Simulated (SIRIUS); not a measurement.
## BAs: 7 runs along one coordinate

System: BAs (2 atoms in the cell).
Method: Kohn-Sham DFT of a periodic cell, PBE, dojo-sr-pbe-0.4.1-standard, no spin polarisation (SIRIUS 7.10.0).

The 7 runs differ only in the geometry, by an even scaling of the cell at fixed fractional positions. The structure was made by swapping elements on the sites of another compound; it need not be a known phase.

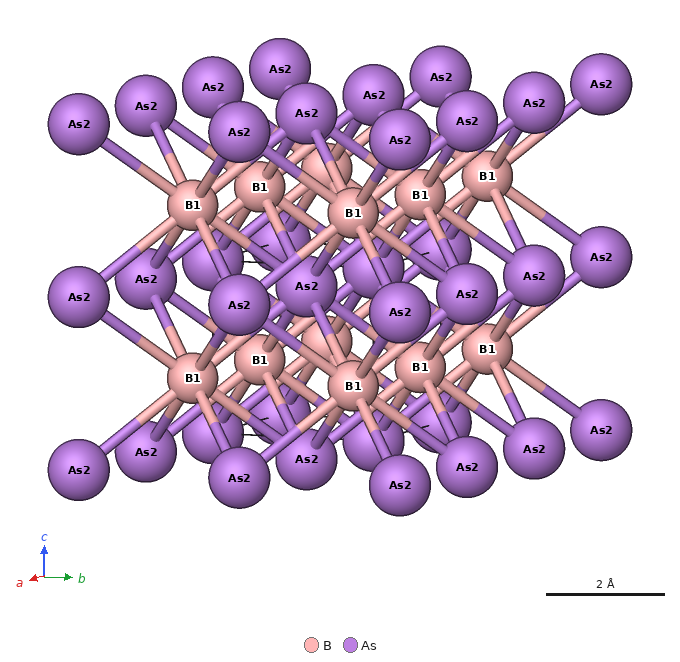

Figure 1. The structure of run 4 (ball-and-stick view of the cell of the calculation, repeated 3 × 2 × 2, seen slightly off an axis; atoms are numbered from 1 in the order of the input). An atom can appear more than once, as a periodic image.

## Input of run 4
```
{
  "control": {
    "processing_unit": "cpu",
    "verbosity": 2,
    "num_bands_to_print": 16,
    "print_forces": true,
    "print_stress": true
  },
  "parameters": {
    "electronic_structure_method": "pseudopotential",
    "xc_functionals": ["XC_GGA_X_PBE", "XC_GGA_C_PBE"],
    "gk_cutoff": 9.2,
    "pw_cutoff": 18.4,
    "ngridk": [9, 9, 9],
    "shiftk": [0, 0, 0],
    "smearing": "fermi_dirac",
    "smearing_width": 0.0018374661,
    "num_bands": 16,
    "num_mag_dims": 0,
    "num_dft_iter": 100,
    "energy_tol": 1e-08,
    "density_tol": 1e-06
  },
  "iterative_solver": {
    "type": "davidson",
    "min_tolerance": 1e-09,
    "tolerance_scale": [0.1, 0.25]
  },
  "mixer": {
    "type": "anderson",
    "beta": 0.7,
    "max_history": 8
  },
  "settings": {
    "tol_ne": 1e-10,
    "pseudo_grid_cutoff": 6.5
  },
  "unit_cell": {
    "lattice_vectors": [
      [5.587939671389, 0.0, 0.0],
      [0.0, 5.587939671389, 0.0],
      [0.0, 0.0, 5.587939671389]
    ],
    "atom_coordinate_units": "lattice",
    "atom_types": ["B", "As"],
    "atom_files": {
      "B": "B.json",
      "As": "As.json"
    },
    "atoms": {
      "B": [
        [0.5, 0.5, 0.5]
      ],
      "As": [
        [0.0, 0.0, 0.0]
      ]
    }
  }
}
```

Command:
```bash
upf_to_json B.upf
upf_to_json As.upf
OMP_NUM_THREADS=1 sirius.scf --input=sirius.json --output=out.json --task=0
```

Lattice vectors (Å) and fractional positions of run 4:
```
   2.957010    0.000000    0.000000
   0.000000    2.957010    0.000000
   0.000000    0.000000    2.957010
B   0.500000  0.500000  0.500000
As  0.000000  0.000000  0.000000
```

Run 6 has the same physical settings and fractional positions; its lattice vectors (Å) are:
```
   2.995923    0.000000    0.000000
   0.000000    2.995923    0.000000
   0.000000    0.000000    2.995923
```

## Results, with one run withheld

```csv
run,volume per atom (Å³),"free energy per atom, from the lowest run given (meV)",pressure (GPa)
1,12.152,7.79,4.80
2,12.411,2.07,2.35
3,12.669,0.00,0.22
4,12.928,1.26,−1.75
5,13.186,5.53,−3.52
6,13.445,?,?
7,13.704,22.02,−6.61
```

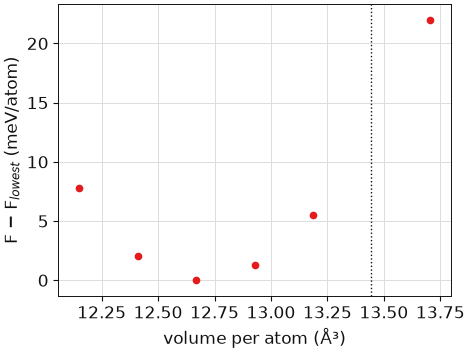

Figure 2. Free energy per atom of the runs given; the dotted line marks run 6.

Estimate the energy of run 6 from the others.

A cubic polynomial in V^(−2/3) (the Birch–Murnaghan form), fitted to the 6 runs given, misses them by at most 0.01 meV per atom. With x = V^(−2/3) − 0.18251 Å⁻², it reads F = 0.38871 − 651.3 x + 2.6419e+05 x² − 1.2726e+05 x³ (meV per atom). At run 6 it gives 12.53 meV per atom, and the run itself gives 12.53. The slope of the fit gives a pressure −dF/dV of −5.13 GPa there, and the run prints −5.14 GPa. The fit has its minimum at 12.696 Å³ per atom, where V d²F/dV² gives 99.9 GPa: the bulk modulus at this level, since symmetry fixes the shape and the positions.

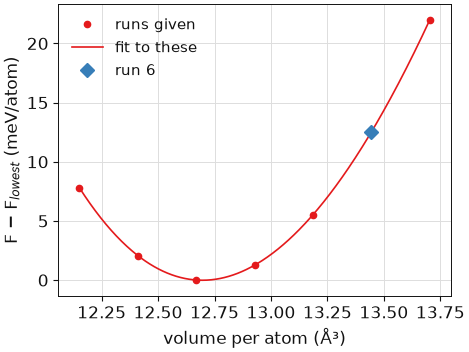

Figure 3. The fit and the withheld run.

## Some lines of the output (run 6)
```
[...]
[find] Efermi                         :       0.42906433
[find] Total energy                   :    -108.89462396 (Ha),    -217.78924792 (Ry)
[find] Free energy (E-TS)             :    -108.89499157 (Ha),    -217.78998313 (Ry)
[find] Efermi                         :       0.42906348
[find] Total energy                   :    -108.89462398 (Ha),    -217.78924796 (Ry)
[find] Free energy (E-TS)             :    -108.89499159 (Ha),    -217.78998317 (Ry)
[find] Efermi                         :       0.42906403
[find] Total energy                   :    -108.89462399 (Ha),    -217.78924798 (Ry)
[find] Free energy (E-TS)             :    -108.89499159 (Ha),    -217.78998318 (Ry)
[find] Efermi                         :       0.42906525
[find] Free energy (E-TS)             :    -108.89499159 (Ha),    -217.78998319 (Ry)
[find] Efermi                         :       0.42906502
[find] Total energy                   :    -108.89462399 (Ha),    -217.78924799 (Ry)
[find] Efermi                         :       0.42906515
```
